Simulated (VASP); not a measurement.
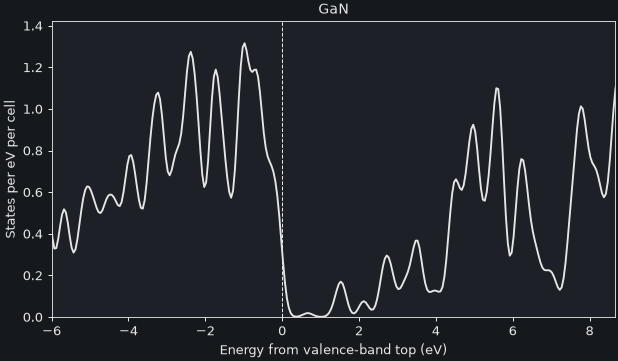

Density of states. Energies are counted from the top of the valence band. The curve is built from the levels of the k mesh with Gaussians 0.3 eV wide, which also blur the band edges.

Input of the run:

INCAR:
```
ENCUT = 520.000000
SIGMA = 0.020000
EDIFF = 1.00e-07
GGA = PE
PREC = Accurate
IBRION = -1
ISIF = 2
ISMEAR = -1
NBANDS = 16
NELM = 120
NSW = 0
LASPH = .TRUE.
LCHARG = .TRUE.
LELF = .TRUE.
LWAVE = .FALSE.
LREAL = .FALSE.
```

KPOINTS:
```
KPOINTS created by Atomic Simulation Environment
0
Gamma
10 10 10
0 0 0
```

POSCAR:
```
Ga N
 1.0000000000000000
    -0.0186955017000000    2.0898197332000001    2.0898197332000001
     2.0898197332000001   -0.0186955017000000    2.0898197332000001
     2.0898197332000001    2.0898197332000001   -0.0186955017000000
 Ga  N
   1   1
Cartesian
  0.0000000000000000  0.0000000000000000  0.0000000000000000
  2.0804719823500002  2.0804719823500002  2.0804719823500002
```

Run as:
```bash
mpirun -np 1 vasp_std
```

System: GaN, space group R-3m (No. 166), 2 atoms in the cell, rocksalt type, shear (111) strain −1.3%.

Computed with VASP: DFT, PBE, plane waves, PAW, 10×10×10 k mesh, Fermi-Dirac smearing of 0.02 eV.

Q: Metal or insulator, going by the density of states?

A: There is a gap; over the k points computed it is 0.67 eV (indirect; the smallest direct gap is 2.88 eV).

The cell is at 13 GPa in this functional.
